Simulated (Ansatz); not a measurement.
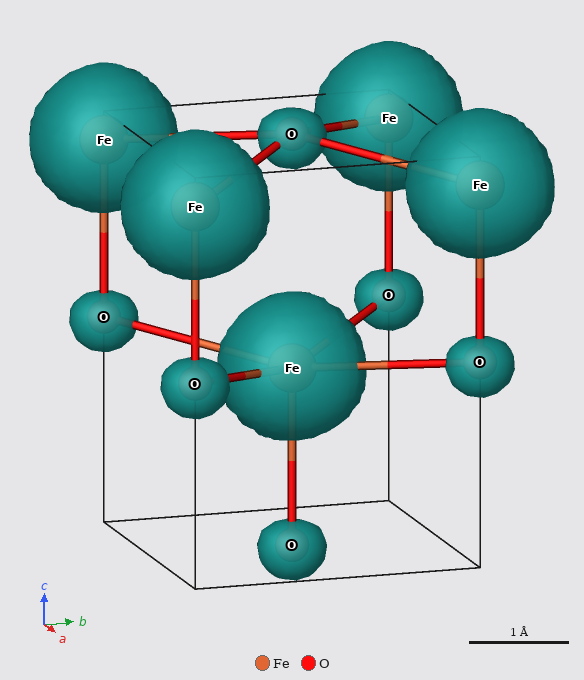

Figure. FeO. Isosurfaces of the magnetisation density (up minus down) at +0.4 (teal) and −0.4 e/Å³ (pink), seen slightly off an axis. Sticks mark near contacts.

Space group I4mm; changed on purpose from its base cell (atom 1 (Fe) moved by (-0.300, +0.000) A along y and z); not relaxed (largest force 1.6 eV/Å); spin-polarised.

Method: DFT PBEsol, scalar-relativistic, plane waves, PAW in Ansatz.

```
CELL_PARAMETERS angstrom
-2.15540 0.00000 -2.15540
-2.15540 0.00000 2.15540
0.00000 4.31080 0.00000
ATOMIC_POSITIONS crystal
Fe 0.50000 0.50000 0.43041
Fe 0.00000 0.00000 0.93041
O 0.50000 0.50000 0.00000
O 0.00000 0.00000 0.50000
```

Question: Describe the spin distribution.

Answer: The spin density sits on Fe: +3.2 μB (×2) in one cell of 4 atoms, with smaller moments on other sites: O (up to +0.32 μB): parallel moments (a ferromagnetic arrangement) in this solution. The cell of the calculation (2 atoms) carries 4.0 μB of net spin moment. Only one sign reaches the isovalue.
